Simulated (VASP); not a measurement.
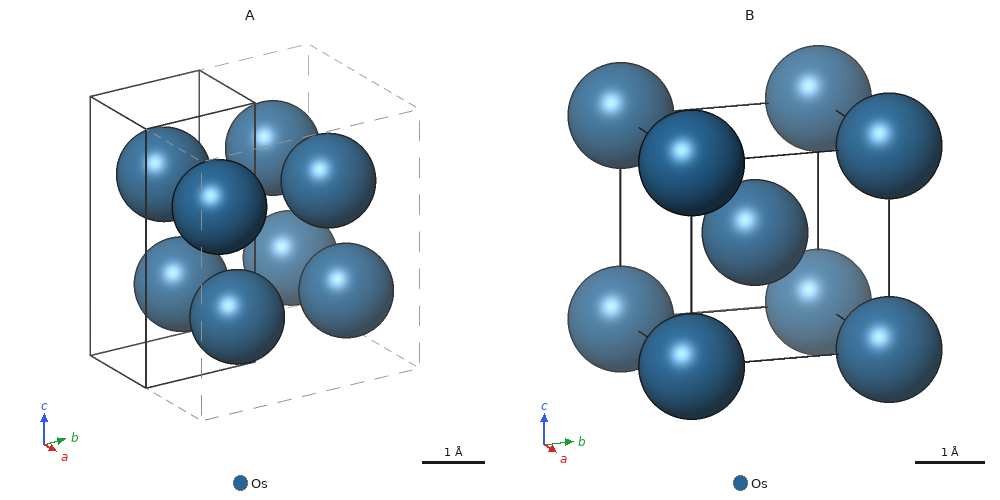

Two structures of Os, each relaxed (cell and atoms) at zero pressure; conventional cells in solid outline, small ones repeated, each panel with its own scale. Alike in all runs: VASP 6.6.1; functional PBEsol; VASP's PAW PBE potentials, release 64 (Os); cutoff 600 eV; occupations gaussian, width 0.1 eV; no spin polarisation; no spin-orbit coupling. The k meshes have like spacings.

Give the type and space group of each panel.

Answer. A: hexagonal close-packed (Mg type), P6₃/mmc; B: body-centred cubic (W type), Im-3m.

Which of these is lowest in energy, and how far above it do the others lie?

Answer. A, then B (+926 meV/atom), static energies at zero smearing.

Collect the results in a table.

Answer.
| panel | space group | E − E(lowest) (meV/atom) | volume (Å³/atom) |
| --- | --- | --- | --- |
| A | P6₃/mmc | 0 | 13.9 |
| B | Im-3m | 926 | 14.4 |

The starts are database entries or structure types tried for this composition, and the most stable form need not be among them.

Caveat: spin-orbit coupling is left out, which matters for Os, if less for volumes and forces than for levels.
